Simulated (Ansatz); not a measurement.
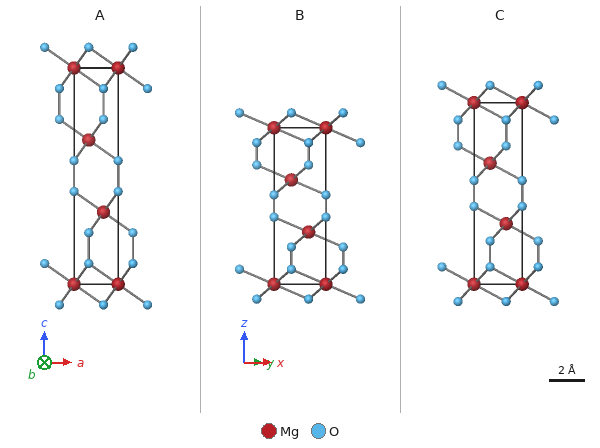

A scan of crystalline MgO2 (R-3m): the ratio of the cell's length along z to its lengths across, counted as 1 for the reference, is changed at fixed volume (a c/a path), with the atoms kept at their fractional coordinates. x, y and z are the Cartesian axes of the input. Style: ball-and-stick. Shown: the conventional cell (3 times the calculation's cell), repeated 1 × 1 × 1 with one cell outlined, along the b axis. Lengths and directions refer to the drawn axes.

The calculation used Ansatz 0.2.0, DFT r2SCAN, scalar-relativistic, plane waves, PAW. (plane-wave cutoff 500 eV; k-point mesh 12 × 12 × 12; occupations gaussian; smearing width 0.05 eV; no spin polarisation). Energies (free energies at the smearing named) are counted from the cell as listed in its source, which wasn't relaxed.

### Rank the frames from lowest to highest energy.

Lowest first: C (the relative ratio 1.00, 0 meV/atom), B (the relative ratio 0.80, 468 meV/atom), A (the relative ratio 1.30, 545 meV/atom). Over the whole scan: the lowest computed point lies at the relative ratio 1.00 (0 meV/atom). At the ends of the scan the energy is 468 meV/atom (0.80) and 545 meV/atom (1.30). The unrelaxed reference is under a pressure of −5.4 GPa. The distortion keeps the space group R-3m. At the relative ratio 1.30 the cell of the drawing goes a 3.210 → 2.941 Å, b 3.210 → 2.941 Å, c 10.482 → 12.485 Å. The band gap on the mesh, 2.95 eV in the reference, closes at 1.30.
